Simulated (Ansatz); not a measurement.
**Geometry relaxation of SiO2 (part 1 of 2)**

System: SiO2 (I-42d, 12 atoms in the cell).
Method: DFT LDA, scalar-relativistic, plane waves, PAW, no spin polarisation (Ansatz 0.2.0).

The structure derives from a Materials Project entry. It belongs to a series of runs on one base structure; here: equal strain along all axes, cell held, atoms relaxed: +4.5 %. Figures and captions count atoms from 1; the log counts them from 0 in places.

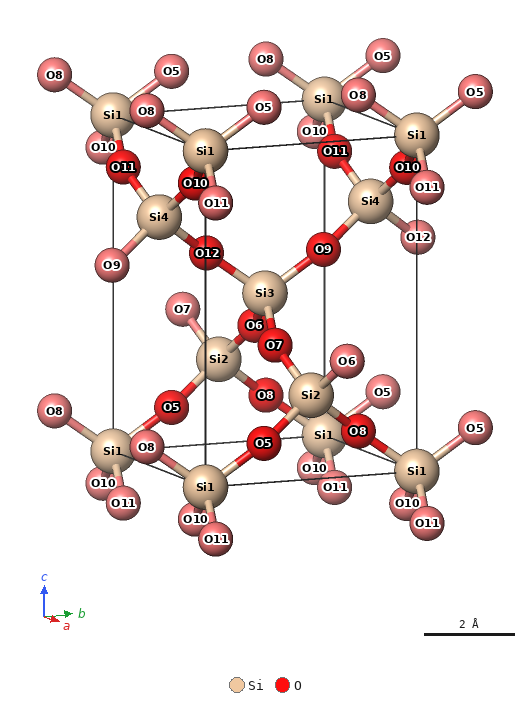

**Figure 1.** The structure as given in the input (ball-and-stick view of the cell of the calculation, seen slightly off an axis; neighbours outside the cell are drawn fainter; atoms are numbered from 1 in the order of the input). Near neighbours in the crystal (not all of them lie inside the picture): Si has 4 O at 1.63 Å; O has 2 Si at 1.63 Å.

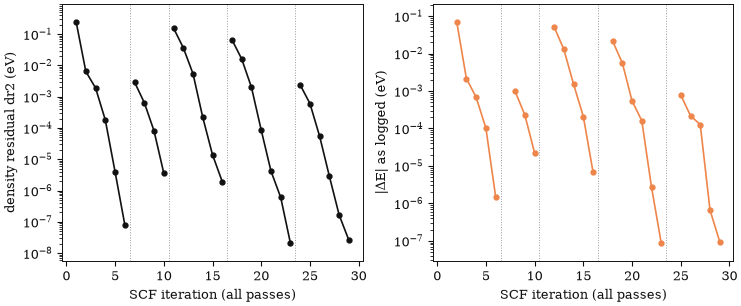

**Figure 2.** Convergence of the self-consistent field: density residual dr2 and size of the energy change against the SCF iteration. The dotted lines part the SCF passes of the relaxation: geometry steps, rejected trials and re-solves on a re-selected basis. The 5 passes take 4 to 7 iterations each, 29 in all.

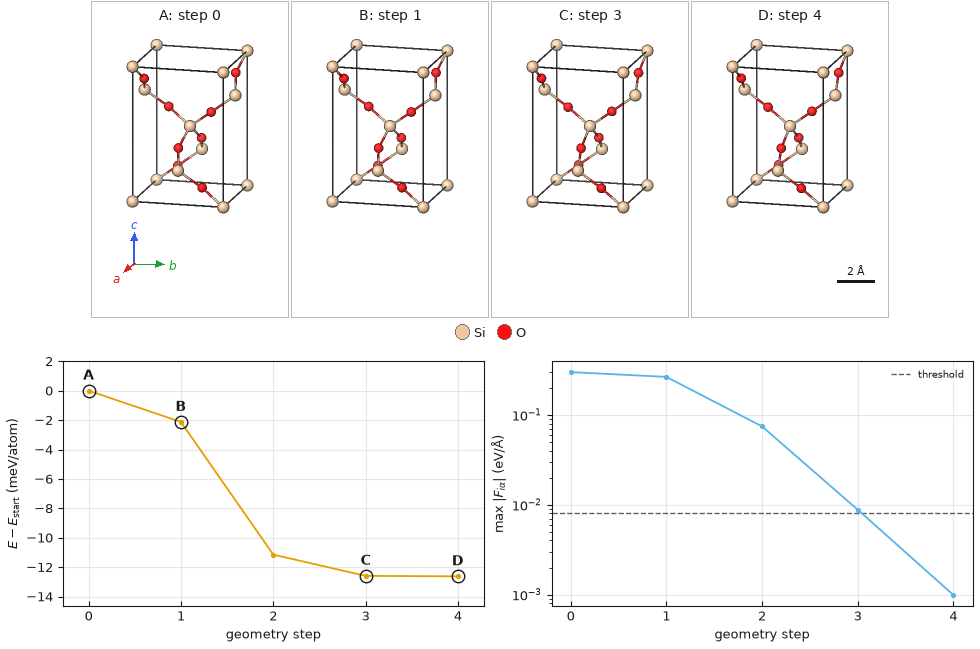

**Figure 3.** Frames of the relaxation (ball-and-stick view of the cell of the calculation, seen slightly off an axis) above the curves, on which the letters mark them (the first geometry is step 0 here and step 1 in the log).

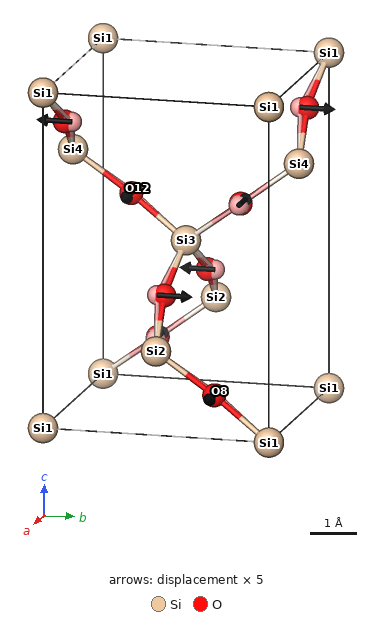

**Figure 4.** Start (faint) and end (solid) with the displacements as black arrows, magnified 5 times (ball-and-stick view of the cell of the calculation, seen slightly off an axis). After 4 geometry steps the energy has fallen by 12.6 meV per atom. The largest force component goes from 0.3 to 0.00099 eV/Å. The largest moves, 0.16 Å, are those of 8 atoms (O5, O6, O7, O8 and others). Si stays in place. The cell doesn't change. Distances before and after: Si1–O10 1.632 → 1.609 Å. Among the angles that change: Si2–O6–Si3 157.7° → 169.1°. The space group stays I-42d (No. 122). (Atoms are counted from 1 in the order of the input.)

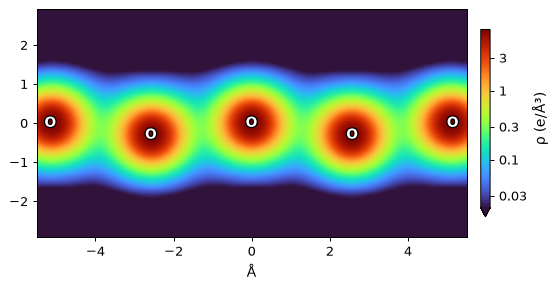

**Figure 5.** Valence charge density (pseudo) on the (001) plane of the conventional cell. The section cuts through O sites. The density dies away to nearly zero in the voids. The fields are those of the smooth PAW valence density.

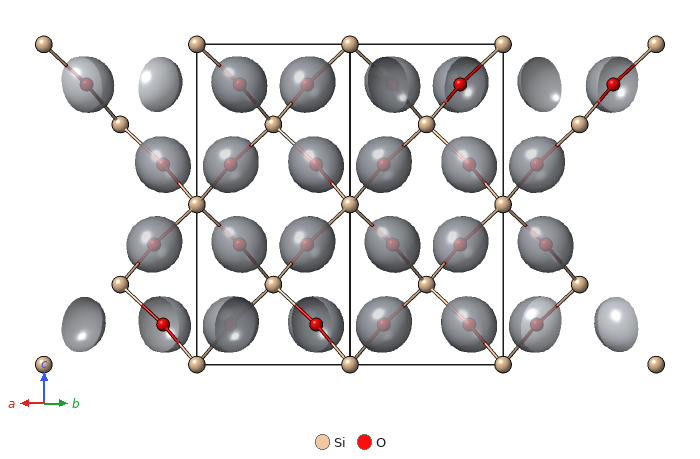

**Figure 6.** Isosurface of the valence charge density (pseudo) at 1.5 e/Å³ (grey), seen along [110]. Sticks mark near contacts. The outline is the cell set on symmetry axes. At this value the density breaks into separate islands; it holds about 50 % of the electrons treated as valence. It is pinched off along the Si–O (1.61 Å) contacts. On the grid the lowest density along these lines, outside the cores, is 1 e/Å³ (Si–O, 1.61 Å).

The input that produced these results follows, with the program's output.

## The input
```yaml
crystal:
  lattice:
    - [5.1506869934, 0.0, 0.0]
    - [0.0, 5.1506869934, 0.0]
    - [0.0, 0.0, 7.6168022508]
  atoms:
    - { symbol: Si, position: [0.0, 0.0, 0.0] }
    - { symbol: Si, position: [0.0, 0.5, 0.25] }
    - { symbol: Si, position: [0.5, 0.5, 0.5] }
    - { symbol: Si, position: [0.5, 0.0, 0.75] }
    - { symbol: O, position: [0.0612775457, 0.25, 0.125] }
    - { symbol: O, position: [0.25, 0.5612775457, 0.375] }
    - { symbol: O, position: [0.75, 0.4387224543, 0.375] }
    - { symbol: O, position: [0.9387224543, 0.75, 0.125] }
    - { symbol: O, position: [0.5612775457, 0.75, 0.625] }
    - { symbol: O, position: [0.75, 0.0612775457, 0.875] }
    - { symbol: O, position: [0.25, 0.9387224543, 0.875] }
    - { symbol: O, position: [0.4387224543, 0.25, 0.625] }
basis:
  ecutwfc: 420
kpoints:
  mp_grid: { grid: [6, 6, 4] }
hamiltonian:
  xc: lda
scf:
  occupations: { method: gaussian, width: 0.02 }
output:
  forces: true
  stress: true
  eigenvalues: true
  write_density: true
  write_potential: true
  elf: true
  volumetric_format: npy
relax:
  adjacent_minimum: "off"
  f_tol: 0.008
  max_steps: 40
```

Launched with:
```bash
ansatz run input.yaml --threads 1 --pin off --max-ram 2560MiB --backend cpu --events-out ev --progress --plain --runs-dir out
```

## The program's output
```
Warning: output.stress: scf.convergence.dr2_threshold = 6.4e-8 eV (the default of a walk held to its f_tol) is looser than the 1.2e-9 eV advised for a printed stress (1e-10 eV for each atom of the cell: 12). What an SCF threshold leaves in a stress goes as its square root, and in the free energy as the threshold itself, and one threshold admits the most on a small cell: of the crystals measured, under no hybrid functional and no lock of the moments, on runs that ended without the residual-converged pass, on stresses that held no estimate of that error, the worst erred by over 100 MPa in a component at 1e-7 eV an atom and by under 5 at 1e-10. Every solve of this run answers to scf.convergence.dr2_threshold, and the tensor of one is reported: a single SCF on the reported geometry and on this run's grids (its basis.xc_grid and basis.ecutrho_ratio typed), with scf.convergence.dr2_threshold at 1.2e-9 eV or tighter, prints it and tightens no other solve. Else set scf.convergence.dr2_threshold to 1.2e-9 eV or tighter. The threshold is an SCF's pass mark: one that does not reach it within its budget of iterations ends unconverged, or closes short of it on a stop that the run arms, and scf.convergence.dr2_threshold's page says what that costs each kind of run
Engine: ansatz 0.2.0, x86_64-unknown-linux-gnu
Pseudopotentials: kind: paw
Pseudopotential: Si, paw, valence charge 4, recommended cutoff 420 eV (normal), Si.paw.azcp
Pseudopotential: O, paw, valence charge 6, recommended cutoff 420 eV (normal), O.paw.azcp
Functional definition: SPW92
  exchange = slater_x
  correlation = pw_c
Crystal: 12 atoms, lattice volume = 202.071 Å³
Basis set: ecut = 420 eV, 3953 PW (Γ)
Bands: 44, of which v1, the nominal top of the filled ones, is band 32 counted from 1 (31 counted from 0)
Symmetry: 16 space group operations
Space group: I-42d (ITA 122), of the structure as read, at distance tolerance 5.9e-5 Å
k-points: 30 of 144 (time reversal used)
Non-local potential: Si, projectors of the file, l = 0: 2, l = 1: 2, l = 2: 2
Non-local potential: O, projectors of the file, l = 0: 2, l = 1: 2, l = 2: 1
PAW form: soft (Blöchl's): semilocal exchange-correlation on the pseudo side does not see the compensation charge
PAW frozen core: Si, regenerated for the run's functional, and the local potential with it (the file was generated under x = pbe(κ = 0.804, μ = 0.2195149727645171), c = pbe(β = 0.06672455060314922))
PAW frozen core: O, regenerated for the run's functional, and the local potential with it (the file was generated under x = pbe(κ = 0.804, μ = 0.2195149727645171), c = pbe(β = 0.06672455060314922))
PAW one-centre angular grid: Si, 110 points (default); XC on 64 Gauss nodes
PAW one-centre angular grid: O, 110 points (default); XC on 64 Gauss nodes
Initial density: superposition of atomic densities (neutral atoms: chi_scale 0, normalization atom), corrected by the library's trained network
Initial wavefunctions: pseudopotential atomic-orbital guess
Functional: x = slater, c = lda
SCF iter   1: F=—  HF=-6890.433871 eV  |F-HF|=—  |Δ(HF+E_count)|=         —  Δρ=1.18e-2  dr2=2.52e-1  ethr=1.77e-3  ⟨swp⟩=8.3  Hψ=7095  notcnv=0  defer=18
preconditioner: auto → Resta (q_TF=auto, 2.253 Å⁻¹)  ε∞=2.8  [insulator: Δε(μ)=5.063 eV  Ē_g=15.763 eV  σ=0.020 eV  W_gap=1.00  n_scr=36 (ndim 8)  ℏωp=20.9 eV  f_vac=0.304  D(μ)=0.00/eV (n_scr^D=0)  ε∞_Penn≈2.8]
SCF iter   2: F=—  HF=-6890.362693 eV  |F-HF|=—  |Δ(HF+E_count)|=   7.12e-2  Δρ=3.24e-3  dr2=6.40e-3  ethr=3.94e-4  ⟨swp⟩=2.5  Hψ=2487  notcnv=0  defer=165
SCF iter   3: F=—  HF=-6890.360542 eV  |F-HF|=—  |Δ(HF+E_count)|=   2.15e-3  Δρ=1.33e-3  dr2=1.90e-3  ethr=1.00e-5  ⟨swp⟩=2.0  Hψ=2060  notcnv=0  defer=165
SCF iter   4: F=—  HF=-6890.359862 eV  |F-HF|=—  |Δ(HF+E_count)|=   6.80e-4  Δρ=3.56e-4  dr2=1.80e-4  ethr=2.97e-6  ⟨swp⟩=1.2  Hψ=1161  notcnv=0  defer=165
SCF iter   5: F=—  HF=-6890.359964 eV  |F-HF|=—  |Δ(HF+E_count)|=   1.02e-4  Δρ=4.31e-5  dr2=3.98e-6  ethr=2.81e-7  ⟨swp⟩=2.0  Hψ=1886  notcnv=0  defer=165
SCF iter   6: F=-6890.359966 eV  HF=-6890.359966 eV  |F-HF|=9.37e-8  |Δ(HF+E_count)|=   1.51e-6  Δρ=7.64e-6  dr2=8.06e-8  ethr=2.50e-9  ⟨swp⟩=18.1  Hψ=11411  notcnv=0
SCF 1 converged in 6 iterations: F = -6890.359966 eV  dr2 = 8.06e-8
  greatest PAW one-centre occupation: 0.853 electrons in one spin orbital (limit 2), on the O atom at site 10 (counted from 0), in its partial waves of l = 0
relax step   1: F+E_penalty+E_count = -6890.35996562 eV  Δ(F+E_penalty+E_count) = +0.000e0 eV  max|allowed force component| = 3.001e-1 eV/Å  Δτ_max = 0.0000 Å  (6 SCF iters, dr2 threshold 1.60e-6 eV, accepted)
Initial density: handed on by an earlier stage of this run
Initial wavefunctions: those handed on with the density
iter 1 solved again at ethr=4.17e-6 eV; its pass at ethr=3.10e-3 eV (dr2=2.67e-3 eV) is discarded
SCF iter   1: F=—  HF=-6890.386714 eV  |F-HF|=—  |Δ(HF+E_count)|=         —  Δρ=1.45e-3  dr2=2.93e-3  ethr=4.17e-6  ⟨swp⟩=3.0  Hψ=4716  notcnv=0  defer=165
preconditioner: auto → Resta (q_TF=auto, 2.253 Å⁻¹)  ε∞=2.7  [insulator: Δε(μ)=5.254 eV  Ē_g=15.932 eV  σ=0.020 eV  W_gap=1.00  n_scr=36 (ndim 8)  ℏωp=20.9 eV  f_vac=0.298  D(μ)=0.00/eV (n_scr^D=0)  ε∞_Penn≈2.7]
SCF iter   2: F=—  HF=-6890.385736 eV  |F-HF|=—  |Δ(HF+E_count)|=   9.78e-4  Δρ=6.67e-4  dr2=6.46e-4  ethr=4.17e-6  ⟨swp⟩=2.9  Hψ=2219  notcnv=0  defer=165
SCF iter   3: F=—  HF=-6890.385509 eV  |F-HF|=—  |Δ(HF+E_count)|=   2.27e-4  Δρ=2.43e-4  dr2=8.07e-5  ethr=1.01e-6  ⟨swp⟩=2.1  Hψ=1831  notcnv=0  defer=165
SCF iter   4: F=-6890.385488 eV  HF=-6890.385487 eV  |F-HF|=8.88e-7  |Δ(HF+E_count)|=   2.22e-5  Δρ=4.88e-5  dr2=3.60e-6  ethr=8.80e-9  ⟨swp⟩=16.7  Hψ=12555  notcnv=0
SCF 2 converged in 4 iterations: F = -6890.385488 eV  dr2 = 3.60e-6
  greatest PAW one-centre occupation: 0.853 electrons in one spin orbital (limit 2), on the O atom at site 8 (counted from 0), in its partial waves of l = 0
relax step   2: F+E_penalty+E_count = -6890.38548776 eV  Δ(F+E_penalty+E_count) = -2.552e-2 eV  max|allowed force component| = 2.656e-1 eV/Å  Δτ_max = 0.0113 Å  (4 SCF iters, dr2 threshold 5.63e-6 eV, accepted)
SCF iter   1: F=—  HF=-6890.559584 eV  |F-HF|=—  |Δ(HF+E_count)|=         —  Δρ=1.04e-2  dr2=1.56e-1  ethr=2.56e-3  ⟨swp⟩=3.8  Hψ=3577  notcnv=0  defer=164
preconditioner: auto → Resta (q_TF=auto, 2.253 Å⁻¹)  ε∞=2.7  [insulator: Δε(μ)=5.352 eV  Ē_g=16.157 eV  σ=0.020 eV  W_gap=1.00  n_scr=36 (ndim 8)  ℏωp=20.9 eV  f_vac=0.303  D(μ)=0.00/eV (n_scr^D=0)  ε∞_Penn≈2.7]
SCF iter   2: F=—  HF=-6890.507967 eV  |F-HF|=—  |Δ(HF+E_count)|=   5.16e-2  Δρ=4.94e-3  dr2=3.69e-2  ethr=2.43e-4  ⟨swp⟩=3.5  Hψ=2498  notcnv=0  defer=164
SCF iter   3: F=—  HF=-6890.495046 eV  |F-HF|=—  |Δ(HF+E_count)|=   1.29e-2  Δρ=2.02e-3  dr2=5.43e-3  ethr=5.77e-5  ⟨swp⟩=2.3  Hψ=2101  notcnv=0  defer=164
SCF iter   4: F=—  HF=-6890.493533 eV  |F-HF|=—  |Δ(HF+E_count)|=   1.51e-3  Δρ=4.24e-4  dr2=2.19e-4  ethr=8.49e-6  ⟨swp⟩=2.0  Hψ=2104  notcnv=0  defer=164
SCF iter   5: F=—  HF=-6890.493740 eV  |F-HF|=—  |Δ(HF+E_count)|=   2.08e-4  Δρ=9.23e-5  dr2=1.40e-5  ethr=3.43e-7  ⟨swp⟩=2.9  Hψ=2242  notcnv=0  defer=164
SCF iter   6: F=-6890.493747 eV  HF=-6890.493747 eV  |F-HF|=4.06e-8  |Δ(HF+E_count)|=   6.77e-6  Δρ=3.67e-5  dr2=1.93e-6  ethr=6.89e-9  ⟨swp⟩=20.1  Hψ=12779  notcnv=0
SCF 3 converged in 6 iterations: F = -6890.493747 eV  dr2 = 1.93e-6
  Residual-converged pass: ⟨swp⟩=1.0  Hψ=1445  notcnv=0  max |occ|·‖R‖ = 7.0e-9 eV (tolerance 1.0e-8 eV)  dr2=1.93e-6  dr2_onsite=5.10e-8  max |Δocc| = 0.0e0
  greatest PAW one-centre occupation: 0.854 electrons in one spin orbital (limit 2), on the O atom at site 11 (counted from 0), in its partial waves of l = 0
relax step   3: F+E_penalty+E_count = -6890.49374716 eV  Δ(F+E_penalty+E_count) = -1.083e-1 eV  max|allowed force component| = 7.462e-2 eV/Å  Δτ_max = 0.0843 Å  (6 SCF iters, dr2 threshold 4.41e-6 eV, accepted)
```
